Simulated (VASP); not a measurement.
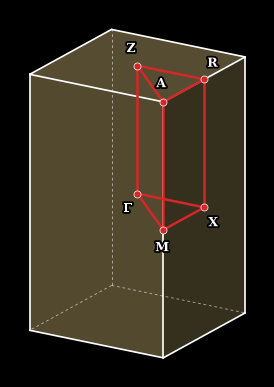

Crystal: BN, a cell listed in the Materials Project, as set up for an electronic-structure calculation. The figure shows the first Brillouin zone with its special points and a band path. The drawing is computed from the coordinates (standard cell, symmetry found to 0.002 Å).

Labels and path follow the convention of Hinuma et al. (2017), as computed by seekpath.

What lattice type do the shape and the labels point to?

A primitive tetragonal lattice (tP; extended symbol tP1). The zone is a parallelepiped in its combinatorial type: 6 faces (6 with 4 edges), 12 edges, 8 vertices.

Write the standard path through the labelled points.

Γ–X–M–Γ–Z–R–A–Z | X–R | M–A
